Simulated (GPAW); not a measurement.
# How CdSe absorbs and reflects light

Wanted: where CdSe starts to absorb, how strongly, and its refractive index.

Main program and level: GPAW 26.7.0; DFT, LDA, plane-wave PAW (GPAW data sets), scalar-relativistic, RPA, optical limit.

## Step 1: The starting structure

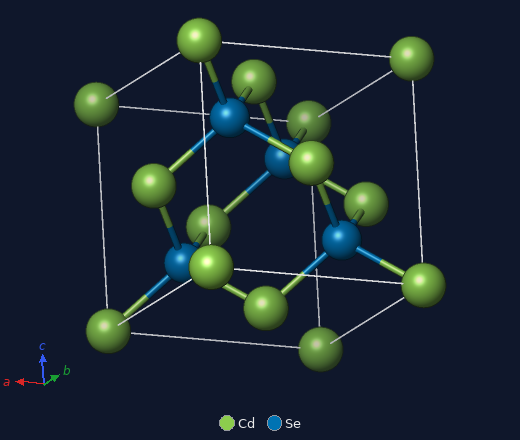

The starting structure, seen from a free direction (cadmium green, selenium blue). This picture shows the conventional cell, with its axes. Bonds to atoms that aren't drawn are left out. Some periodic images of atoms are drawn too.

Coordinates:

```cif
data_structure
_symmetry_space_group_name_H-M 'P 1'
_symmetry_Int_Tables_number 1
_cell_length_a 4.3420
_cell_length_b 4.3420
_cell_length_c 4.3420
_cell_angle_alpha 60.000
_cell_angle_beta 60.000
_cell_angle_gamma 60.000
_cell_volume 57.88
loop_
_atom_site_label
_atom_site_type_symbol
_atom_site_fract_x
_atom_site_fract_y
_atom_site_fract_z
_atom_site_occupancy
Cd1 Cd 0.00000 0.00000 0.00000 1
Se2 Se 0.25000 0.25000 0.25000 1
```

## Step 2: Ground state

The self-consistent density comes first; it also tells whether there is a gap, which decides the occupations and the need for a Drude term.

This step: DFT, LDA, plane-wave PAW (GPAW data sets), scalar-relativistic, ground state (GPAW 26.7.0).

File gs.py:

```python
from ase import Atoms
from ase.dft.bandgap import bandgap
from gpaw import GPAW, PW, FermiDirac

atoms = Atoms(['Cd', 'Se'],
              cell=[[0.00000000, 3.07027120, 3.07027120],
                    [3.07027120, 0.00000000, 3.07027120],
                    [3.07027120, 3.07027120, 0.00000000]],
              scaled_positions=[[0.00000000, 0.00000000, 0.00000000],
                                [0.25000000, 0.25000000, 0.25000000]],
              pbc=[True, True, True])
atoms.calc = GPAW(mode=PW(500), xc='LDA', kpts={'size': (6, 6, 6), 'gamma': True},
                  occupations=FermiDirac(0.05), maxiter=150, txt='gs.txt')
print('energy (eV)', atoms.get_potential_energy())
print('Fermi level (eV)', atoms.calc.get_fermi_level())
print('valence electrons', atoms.calc.get_number_of_electrons())
print('gap (eV)', bandgap(atoms.calc, output=None)[0])
print('direct gap (eV)', bandgap(atoms.calc, direct=True, output=None)[0])
atoms.calc.write('gs.gpw')
```

Run with:

```console
> OMP_NUM_THREADS=1 python gs.py
```

Numbers of over 12 decimals in the logs are rounded to 6 here.

The program printed:

```text
__  _  _
 | _ |_)|_||  |
 |__||  | ||/\| - 26.7.0

Versions:
  Python: 3.12.14
  ASE:    3.29.0
  Numpy:  2.5.5
  Scipy:  1.18.1
  Libxc:  7.0.0

Input parameters:
  mode=PW(ecut=500.0),
  kpts=MonkhorstPack(size=(6, 6, 6), gamma=True),
  maxiter=150,
  occupations=Occupations(name='fermi-dirac', width=0.05, fixmagmom=False),
  xc=XC(name='LDA')

Diagonalizing LCAO Hamiltonian
Converting LCAO to pw mode

            Se

       Cd

Atoms  # Å, Bohr magnetons
|   | symbol |        x |        y |        z |    initial magnetic moments |
| 0 |     Cd | 0.000000 | 0.000000 | 0.000000 | ( 0.0000,  0.0000,  0.0000) |
| 1 |     Se | 1.535136 | 1.535136 | 1.535136 | ( 0.0000,  0.0000,  0.0000) |

Unit cell  # Å
| periodic |        x |        y |        z |  lengths |    angles |
|      yes | 0.000000 | 3.070271 | 3.070271 | 4.342019 | 60.000000 |
|      yes | 3.070271 | 0.000000 | 3.070271 | 4.342019 | 60.000000 |
|      yes | 3.070271 | 3.070271 | 0.000000 | 4.342019 | 60.000000 |

Number of symmetries: 24
Symmetry operations  # r_c * U_cc + t_c -> r_c
|    | kind |            matrix            |
|  0 |  E   |  1, 0, 0,  0, 1, 0,  0, 0, 1 |
|  1 |  σ   |  1, 0, 0,  0, 0, 1,  0, 1, 0 |
|  2 |  σ   |  1, 0,-1,  0, 1,-1,  0, 0,-1 |
|  3 |  C3  |  1, 0,-1,  0, 0,-1,  0, 1,-1 |
|  4 |  C3  |  1,-1, 0,  0,-1, 1,  0,-1, 0 |
|  5 |  σ   |  1,-1, 0,  0,-1, 0,  0,-1, 1 |
|  6 |  σ   |  0, 1, 0,  1, 0, 0,  0, 0, 1 |
|  7 |  C3  |  0, 1, 0,  0, 0, 1,  1, 0, 0 |
|  8 |  C2  |  0, 1,-1,  1, 0,-1,  0, 0,-1 |
|  9 |  S4  |  0, 1,-1,  0, 0,-1,  1, 0,-1 |
| 10 |  C3  |  0, 0, 1,  1, 0, 0,  0, 1, 0 |
| 11 |  σ   |  0, 0, 1,  0, 1, 0,  1, 0, 0 |
| 12 |  S4  |  0, 0,-1,  1, 0,-1,  0, 1,-1 |
| 13 |  C3  |  0, 0,-1,  0, 1,-1,  1, 0,-1 |
| 14 |  S4  |  0,-1, 1,  1,-1, 0,  0,-1, 0 |
| 15 |  C2  |  0,-1, 1,  0,-1, 0,  1,-1, 0 |
| 16 |  C3  |  0,-1, 0,  1,-1, 0,  0,-1, 1 |
| 17 |  S4  |  0,-1, 0,  0,-1, 1,  1,-1, 0 |
| 18 |  S4  | -1, 1, 0, -1, 0, 1, -1, 0, 0 |
| 19 |  C3  | -1, 1, 0, -1, 0, 0, -1, 0, 1 |
| 20 |  C3  | -1, 0, 1, -1, 1, 0, -1, 0, 0 |
| 21 |  S4  | -1, 0, 1, -1, 0, 0, -1, 1, 0 |
| 22 |  σ   | -1, 0, 0, -1, 1, 0, -1, 0, 1 |
| 23 |  C2  | -1, 0, 0, -1, 0, 1, -1, 1, 0 |

BZ-sampling:
  Number of BZ points: 216
  Number of IBZ points: 16

  Monkhorst-Pack size: [6, 6, 6]
  Monkhorst-Pack shift: [0.083333, 0.083333, 0.083333]

K-points  # in reciprocal-cell coordinates
|     |                                coordinates |     weight |
|   0 | (  0.00000000,   0.00000000,   0.00000000) | 0.00462963 |
|   1 | (  0.16666667,   0.16666667,   0.00000000) | 0.02777778 |
|   2 | (  0.16666667,   0.16666667,   0.16666667) | 0.03703704 |
|   3 | (  0.33333333,   0.16666667,   0.16666667) | 0.05555556 |
|   4 | (  0.33333333,   0.33333333,  -0.33333333) | 0.05555556 |
|   5 | (  0.33333333,   0.33333333,   0.00000000) | 0.02777778 |
|   6 | (  0.33333333,   0.33333333,   0.16666667) | 0.11111111 |
|   7 | (  0.33333333,   0.33333333,   0.33333333) | 0.03703704 |
|   8 | (  0.50000000,   0.33333333,  -0.33333333) | 0.11111111 |
|   9 | (  0.50000000,   0.33333333,  -0.16666667) | 0.05555556 |
| ... |                                            |            |
|  15 | (  0.50000000,   0.50000000,   0.50000000) | 0.01851852 |

Plane wave coefficients: 1484
Cutoff: 500.0 eV

Spin-components: 1 (collinear spins)
Bands:           13
Projectors:      11
Spin-degeneracy: 2
Datatype:        complex128

Parallelization:
  kpt:    1
  domain: 1
  band:   1

Density:
  Valence electrons: 18.0
  Components: 1
  Grid points: [24 24 24]
  Charge: 0.0  # |e|

Potential:
  Grid points: [24 24 24]

species:
  Cd:
    name:    Cadmium
    id:
    Z:       48.0
    valence: 12
    core:    36
    charge:  0.0  # [|e|]
    compensation charges:
      type: gauss
      rc: 0.38  # [Å]
      lmax: 2
    cutoffs:
      filter: 2.12  # [Å]
      core: 2.62  # [Å]
    projectors
    | kind |    occ | energy [eV] | rcut [Å] |
    |   5s |  2.000 |      -5.950 |    1.191 |
    |   5p |  0.000 |      -1.328 |    1.228 |
    |   4d | 10.000 |     -11.904 |    1.164 |
    |    s |        |      21.261 |    1.191 |
    |    p |        |      25.883 |    1.228 |
    |    d |        |      15.307 |    1.164 |

    Using partial waves for Cd as LCAO basis

  Se:
    name:    Selenium
    id:
    Z:       34.0
    valence: 6
    core:    28
    charge:  0.0  # [|e|]
    compensation charges:
      type: gauss
      rc: 0.27  # [Å]
      lmax: 2
    cutoffs:
      filter: 1.77  # [Å]
      core: 2.67  # [Å]
    projectors
    | kind |    occ | energy [eV] | rcut [Å] |
    |   4s |  2.000 |     -17.472 |    0.847 |
    |   4p |  4.000 |      -6.656 |    1.005 |
    |    s |        |       9.739 |    0.847 |
    |    p |        |      20.555 |    1.005 |
    |    d |        |       0.000 |    0.847 |

    Using partial waves for Se as LCAO basis

Reference energy: -218053.140292  # eV

eigensolver:
  PPCG
  Converge bands: occupied
  niter=2

density mixing:
  MSR1-Mixer
  Pratt-step length: 0.05
  Maximum mixing coefficient: 0.75
  Old densities: 10
  SVD Regularization: 0.005
  Good broyden scale: 1.0
  Trust region scale: 1.0
  Backstep threshold: 4.0
  History deletion threshold: 6.0
  Fourier metric: weight=20.0, sigma=0.015

occupation numbers:
  Fermi-Dirac:
    width: 0.0500  # eV

poisson solver:
  ecut: 4000.0  # eV

xc functional:
  name: None

convergence criteria:
- Maximum [total energy] change in last 3 cyles: 0.0005 eV / valence electron
- Maximum integral of absolute [dens]ity change: 0.0001 electrons / valence electron
- Maximum integral of absolute [eigenst]ate change: 4e-08 eV^2 / valence electron
maximum number of iterations: 150

SCF iterations
|iter     |      energy | eigst |  dens |
|iter:   1||   -7.268443 | -0.58 |       |
|iter:   2||   -7.194188 | -2.51 | -1.20 |
|iter:   3||   -6.924954 | -1.38 | -1.24 |
|iter:   4||   -6.918849 | -3.28 | -1.78 |
|iter:   5||   -6.917572c| -3.60 | -2.25 |
|iter:   6||   -6.917562c| -5.09 | -2.94 |
|iter:   7||   -6.917563c| -6.43 | -3.56 |
|iter:   8||   -6.917563c| -7.28 | -4.67c|
|iter:   9||   -6.917563c| -7.72c| -5.21c|

Converged in 9 steps
SCF loop duration: 4.319 s (0.480 s/step)
Energy contributions relative to reference atoms: (reference = -218053.140292)

Energy contributions:
  Kinetic:          13.458265
  Coulomb:         -12.457454
  Zero:              0.044880
  External:          0.000000
  Xc:               -7.963045
  Entropy:          -0.000420
  Spinorbit:         0.000000
  ----------------------------
  Free energy:      -6.917773
  Extrapolated:     -6.917563

dipole moment: (-23.587708, -23.587708, -23.587708)  # |e|*Ang

Fermi level: 3.189
Eigenvalues  # (at kpt = [0.000, 0.000, 0.000])
| band index |      eig [eV] | occ [0-2] |
|          0 |        -9.499 |     2.000 |
|          1 |        -4.778 |     2.000 |
|          2 |        -4.778 |     2.000 |
|          3 |        -4.778 |     2.000 |
|          4 |        -4.424 |     2.000 |
|          5 |        -4.424 |     2.000 |
|          6 |         3.024 |     1.930 |
|          7 |         3.024 |     1.930 |
|          8 |         3.024 |     1.930 |
|          9 |         3.291 |     0.232 |
|         10 |         8.798 |     0.000 |
|         11 |         8.798 |     0.000 |
|         12 |         8.798 |     0.000 |

Gap: 0.267 eV
Transition (v -> c):
  (s=0, k=0, n=8, [0.00, 0.00, 0.00]) -> (s=0, k=0, n=9, [0.00, 0.00, 0.00])
No difference between direct/indirect transitions

--- standard output ---
energy (eV) -6.917563
Fermi level (eV) 3.189118
valence electrons 18.0
gap (eV) 0.266928
direct gap (eV) 0.266928
```

Wall time 5.5 s (1 thread of Arm Neoverse V2, shared host); peak memory 0.14 GiB.

Read-outs, printed or worked out from the files:

* energy: -6.918 eV
* Fermi energy: 3.189 eV
* gap on the k-mesh: 0.2669 eV
* direct gap on the mesh: 0.2669 eV
* electrons: 18

There is a gap, 0.27 eV on this mesh (points off the mesh can give less), so no carriers' term is needed.

## Step 3: Dielectric function, RPA

Local fields let the induced charge screen the field inside the cell, which as a rule lowers ε, most along directions where the density is uneven.

This step: DFT, LDA, plane-wave PAW (GPAW data sets), scalar-relativistic, RPA, optical limit (GPAW 26.7.0).

File df.py:

```python
from gpaw.response.df import DielectricFunction

df = DielectricFunction('full.gpw', frequencies={'type': 'nonlinear', 'domega0': 0.03, 'omega2': 8},
                        ecut=30,
                        eta=0.2,
                        nbands=38,
                        txt='df.txt')
for direction in ['x']:
    df.get_dielectric_function(xc='RPA', direction=direction, filename=f'df_{direction}.csv')
```

Run with:

```console
> OMP_NUM_THREADS=1 python df.py
```

The program printed:

```text
Using integrator: PointIntegrator
NonLinearFrequencyDescriptor(from 0.000 to 47.253 eV, 458 points)
Nonperiodic BCs:  [False False False]
Using integrator: PointIntegrator
NonLinearFrequencyDescriptor(from 0.000 to 47.253 eV, 458 points)
Nonperiodic BCs:  [False False False]

Calculating chi0 body with:
    Ground state adapter containing:
    Number of spins: 1
    Number of kpoints: 4096
    Number of irreducible kpoints: 145
    Number of completely occupied states: 9
    Number of partially occupied states: 9

    Linear response parametrization:
    q_c: [0.0, 0.0, 0.0]
    Number of frequency points: 458
    Planewave cutoff: 30.0
    Number of bands: 38
    Number of planewaves: 15
    Broadening (eta): 0.2

Integrating chi0 body.

Symmetries of q_c:
    Direct symmetries (Uq -> q): 24
    Indirect symmetries (TUq -> q): 24
In total 48 allowed symmetries.

145 groups of equivalent kpoints. 96.4599609375% reduction.

Integral kind: spectral function

Calculating chi0 optical extensions with:
    Ground state adapter containing:
    Number of spins: 1
    Number of kpoints: 4096
    Number of irreducible kpoints: 145
    Number of completely occupied states: 9
    Number of partially occupied states: 9

    Linear response parametrization:
    Number of frequency points: 458
    Planewave cutoff: 30.0
    Number of bands: 38
    Number of planewaves: 15
    Broadening (eta): 0.2
Integrating chi0 head and wings.

Symmetries of q_c:
    Direct symmetries (Uq -> q): 24
    Indirect symmetries (TUq -> q): 24
In total 48 allowed symmetries.

145 groups of equivalent kpoints. 96.4599609375% reduction.

Integral kind: spectral function wings
```

The job ended after 21 s (1 thread; peak memory 0.25 GiB).

Numbers from this step:

* electronic dielectric constant ε∞, mean over x, y and z (by symmetry where fewer were run): 11.90

Some rows of df_x.csv (energy; Re and Im without local fields; Re and Im with them):

```text
0.000000, 12.548464, 0.000000, 11.897973, 0.000000
0.555532, 8.496964, 1.824273, 7.812428, 1.836764
1.143969, 8.203143, 2.154576, 7.469913, 2.172928
1.768324, 8.103380, 2.652931, 7.275094, 2.653094
2.431988, 8.607599, 3.969282, 7.630094, 3.891593
3.138794, 6.243296, 6.568468, 5.155337, 6.282753
3.893091, 5.199185, 5.465278, 3.910629, 4.948851
4.699832, 6.003124, 7.535508, 4.453487, 5.992117
5.564682, 0.903504, 7.203349, 0.763277, 5.549176
6.494155, 0.982734, 7.015883, 1.344455, 4.680678
7.495775, -2.362460, 4.991015, -0.750853, 4.439815
8.578281, -1.799372, 2.187720, -1.278421, 2.275074
9.751884, -0.851082, 1.601928, -0.479948, 1.522539
11.028587, -0.589141, 1.251892, -0.233241, 1.210256
12.422601, -0.120779, 0.781252, 0.052733, 0.769442
13.950874, 0.041811, 0.912122, 0.291176, 0.831306
15.633783, 0.161314, 0.588579, 0.374620, 0.528946
17.496047, 0.232796, 0.393495, 0.449818, 0.476108
19.567954, 0.485892, 0.399661, 0.650368, 0.439296
```

The Im ε, E ∥ x has structure finer than the step of the table below, so its rows give means over 1 eV, whole bins alone (the curve runs from 0 to 19.9 eV). Peaks (eV: height): 0.3: 3.61, 3.1: 6.35, 5.1: 7.03, 6.7: 4.99.

Sum at mesh points, not converged in k; values under the direct gap are tails of Lorentzian lines. Im ε, E ∥ x against photon energy; means over each step:

```csv
photon energy (eV),"Im ε, E ∥ x"
1,2.26
2,3.18
3,5.63
4,5.00
5,6.32
6,4.71
7,4.83
8,3.45
9,1.83
10,1.40
11,1.22
12,0.872
13,0.736
14,0.788
15,0.592
16,0.507
17,0.511
18,0.411
19,0.412
```

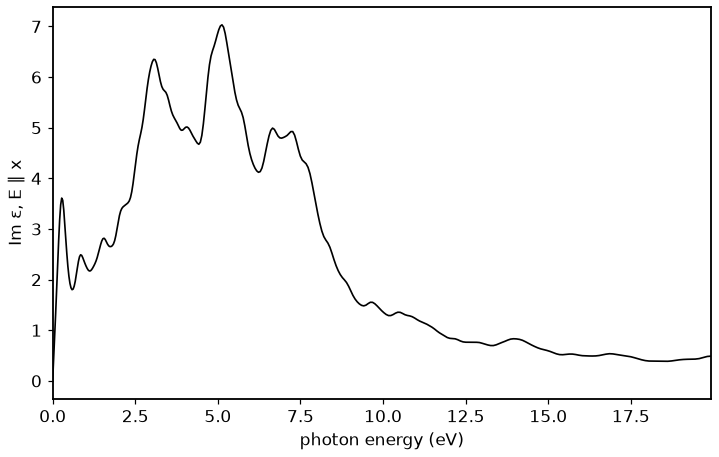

Im ε, E ∥ x against photon energy.

The reflectivity at normal incidence, E ∥ x has structure finer than the step of the table below, so its rows give means over 2 eV, whole bins alone (the curve runs from 0 to 19.9 eV). Peaks (eV: height): 3.0: 28.3, 5.2: 31.7, 8.0: 38.7.

Sum at mesh points, not converged in k. Table of reflectivity at normal incidence, E ∥ x by photon energy; means over each step:

| photon energy (eV) | reflectivity at normal incidence, E ∥ x (%) |
| --- | --- |
| 2 | 24.5 |
| 4 | 25.4 |
| 6 | 28.0 |
| 8 | 35.4 |
| 10 | 26.0 |
| 12 | 18.6 |
| 14 | 10.8 |
| 16 | 6.70 |
| 18 | 4.17 |

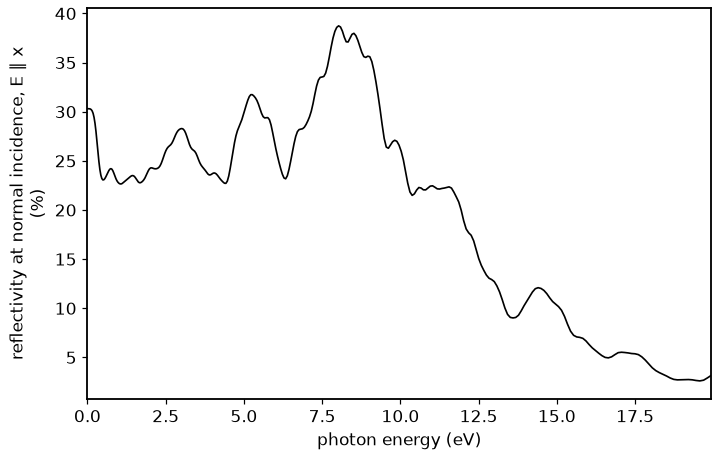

Reflectivity at normal incidence, E ∥ x against photon energy.

The Im ε, E ∥ x has structure finer than the step of the table below, so its rows give means over 1 eV, whole bins alone (the curve runs from 0 to 19.9 eV). Peaks (eV: height): without local fields 0.3: 3.59, 3.1: 6.62, 5.1: 9.13, 6.6: 7.16; with local fields 0.3: 3.61, 3.1: 6.35, 5.1: 7.03, 6.7: 4.99.

Sum at mesh points, not converged in k; values under the direct gap are tails of Lorentzian lines. The Im ε, E ∥ x by photon energy; means over each step:

| photon energy (eV) | without local fields | with local fields |
| --- | --- | --- |
| 1 | 2.24 | 2.26 |
| 2 | 3.20 | 3.18 |
| 3 | 5.87 | 5.63 |
| 4 | 5.61 | 5.00 |
| 5 | 8.10 | 6.32 |
| 6 | 6.43 | 4.71 |
| 7 | 6.37 | 4.83 |
| 8 | 3.45 | 3.45 |
| 9 | 1.84 | 1.83 |
| 10 | 1.52 | 1.40 |
| 11 | 1.26 | 1.22 |
| 12 | 0.858 | 0.872 |
| 13 | 0.788 | 0.736 |
| 14 | 0.852 | 0.788 |
| 15 | 0.625 | 0.592 |
| 16 | 0.536 | 0.507 |
| 17 | 0.505 | 0.511 |
| 18 | 0.348 | 0.411 |
| 19 | 0.386 | 0.412 |

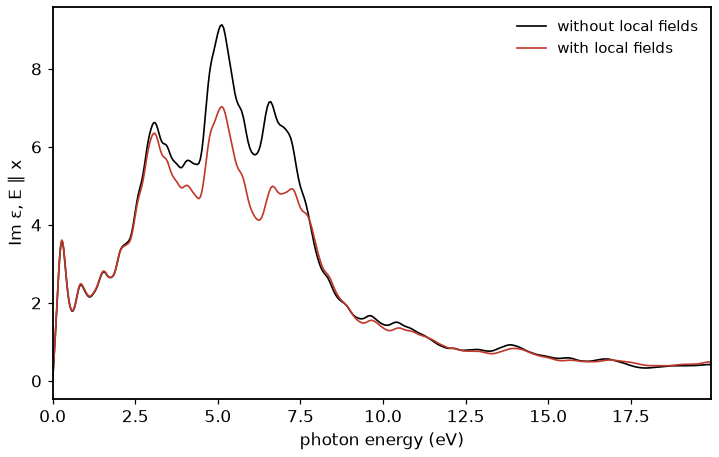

Im ε, E ∥ x, plotted against photon energy.

The loss function −Im 1/ε at q → 0, E ∥ x has structure finer than the step of the table below, so its rows give means over 2 eV, whole bins alone (the curve runs from 0 to 19.9 eV). Peaks (eV: height): 13.2: 1.30, 15.1: 1.46.

Sum at mesh points, not converged in k; values under the direct gap are tails of Lorentzian lines. Loss function −Im 1/ε at q → 0, E ∥ x against energy loss; means over each step:

```
energy loss (eV)  loss function −Im 1/ε at q → 0, E ∥ x
               2                                 0.0506
               4                                  0.116
               6                                  0.189
               8                                  0.272
              10                                  0.652
              12                                   1.10
              14                                   1.23
              16                                   1.21
              18                                  0.953
```

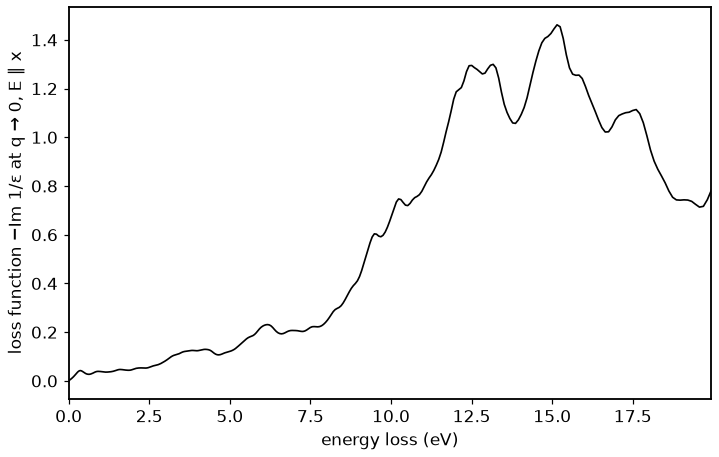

Loss function −Im 1/ε at q → 0, E ∥ x, plotted against energy loss.

From ε follow the optical constants at some laser and lamp lines:

```csv
wavelength (nm),n,k,R (%),1/α
800,2.75,0.512,23.2,124 nm
633,2.81,0.541,24.1,93 nm
532,2.80,0.639,24.6,66 nm
450,2.84,0.920,27.2,39 nm
405,2.66,1.191,28.2,27 nm
308,2.26,1.106,23.8,22 nm
248,2.31,1.491,29.9,13 nm
```

Below the direct gap, k and the depth come from the tails of the Lorentzian lines, not from transitions.

Rows near the edge hang on the gap, which this functional as a rule makes too small, and phonon-assisted absorption is left out.

## Step 4: Summary of results

| Quantity | Value |
| --- | --- |
| electronic dielectric constant ε∞, mean over x, y and z (by symmetry where fewer were run) (RPA) | 11.9 |

In words: At this level (LDA, RPA) CdSe has ε∞ = 11.9 and n = 2.85 at 1550 nm. On the mesh the gap is 0.27 eV and the least direct gap 0.27 eV. Local fields change the static value along x from 12.55 to 11.90 (-5 %). Excitons and phonon-assisted transitions are missing; LDA gaps are as a rule too small, which pulls the onset down and ε∞ up. The gap is small and seen on the mesh alone; bands may touch between the points, and no carriers' term was added. In this version of GPAW the matrix elements of the optical limit are incomplete, which can lower ε − 1 by up to a tenth where first-row anions or d states rule, and shift it by more in d metals. The sum runs over mesh points 0.11 Å⁻¹ apart with no interpolation, so peaks are partly noise of the mesh; over so small a direct gap single mesh points weigh heavily, so ε∞, n and their changes from run to run can be far off.

[Machine, clock and banner lines and Python warnings are left out of the logs.]

[Logs are printed without paths, hosts, clocks, repeated set-up lines and the standing remarks that a program may print on its own settings, such as how far it seeks lower states.]

[Hosts, paths, dates, database ids (printed as entryN), source tags and the programs' standing remarks are cut or masked in the printed files.]
